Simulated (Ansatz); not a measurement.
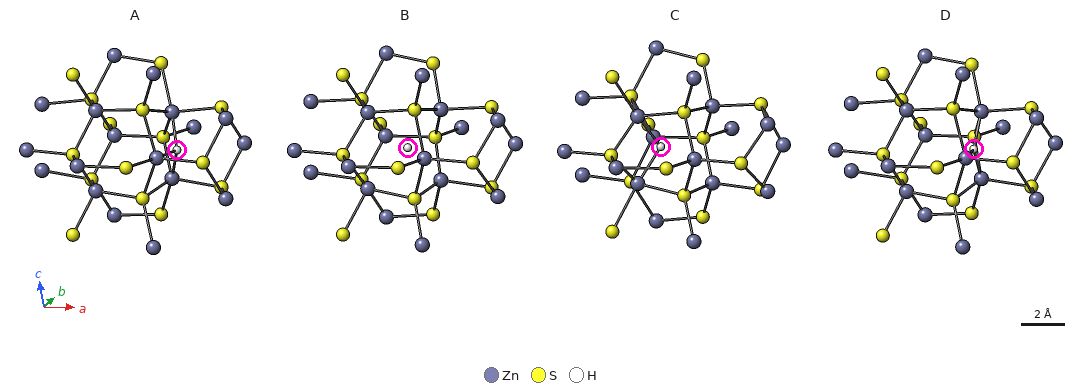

4 geometries from a converged minimum-energy path of a defect cell of composition Zn6HS6 (cell charge −1) (13 atoms in the cell), shuffled. A ball-and-stick model of the atoms within 5.8 Å of the middle of the path, seen slightly off an axis. The moving atom is ringed, with any periodic copies. Bonds to atoms that aren't drawn are left out.

Method: DFT PBE, scalar-relativistic, plane waves, PAW in Ansatz 0.2.0. Settings: plane-wave cutoff 420 eV; k-point mesh 2 × 2 × 2; Gaussian smearing 0.02 eV; 5 movable images; climbing image.

Which of them lies highest in energy?

Answer. B. In order along the path, whose images run from 0 to 6: A (image 0, 0.00 eV), D (image 1, +0.19 eV), B (image 3, +0.95 eV), C (image 5, +0.19 eV). The H atom travels furthest, 3.15 Å from end to end, along −a, on a straight line. At the highest image its nearest neighbour (Zn) is 2.38 Å away, against 1.90 Å at the start, and the surrounding atoms stand up to 0.15 Å off the mean of their end positions.

Limits of the set-up: the periodic images lie only 6.3 Å apart, so the values are limited by the cell's size; the cell is charged, on a uniform background, and energies carry no finite-size correction.

Cost: 100 s on 4 threads of Arm Neoverse V1, on a shared host, peak memory 1.3 GiB.
